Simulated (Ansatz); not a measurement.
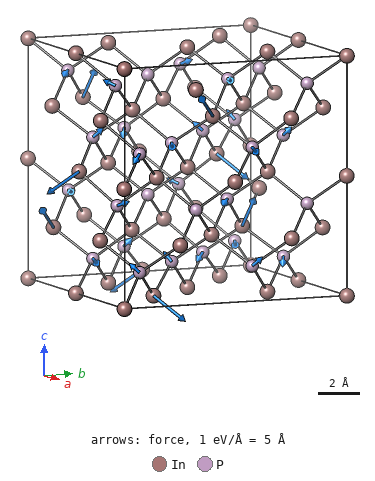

Starting geometry of a defect cell of composition In17P15 (cell charge −1) with the computed forces as blue arrows. A ball-and-stick model of the conventional cell (2 times the calculation's cell), seen slightly off an axis. Lengths and directions refer to the drawn axes.

Case: In on a P site (d), charge -1, atoms relaxed at the host's cell.

Computed with DFT PBE, scalar-relativistic, plane waves, PAW (Ansatz 0.2.0). Settings: plane-wave cutoff 420 eV; k-point mesh 4 × 4 × 4; occupations gaussian; smearing width 0.02 eV; mesh shifted by (0.5, 0.5, 0.5); collinear spin; atoms relaxed in a fixed cell; force threshold 0.025 eV/Å; at most 45 steps.

Q: Is this structure relaxed? If not, where do the atoms go?

A: It isn't relaxed: the largest force vector, on In atoms, is 0.42 eV/Å. The atoms end up moving mostly along the starting forces (cosine between the two patterns 0.90). The largest moves, 0.049 Å, are those of In atoms. Largest moves by element: In 0.049 Å, P 0.012 Å. The cell doesn't change. Near-neighbour distances that change, for instance: In–In 2.752 → 2.703 Å, In–P 2.567 → 2.581 Å, In–P 2.569 → 2.560 Å. After 1 accepted move (2 points after the start) the energy has fallen by 47.9 meV per cell of the calculation. Largest force component: 0.24 eV/Å at the start, 0.014 eV/Å at the end. The line search rejected the trial step at point 1 of the run. The run took 7.2 min on 4 threads of Intel(R) Xeon(R) Platinum 8259CL CPU @ 2.50GHz (Skylake/Cascade Lake), with other jobs on the host, peak memory 3.6 GiB.

Limits of the set-up: the cell is charged, on a uniform background, and energies carry no finite-size correction.
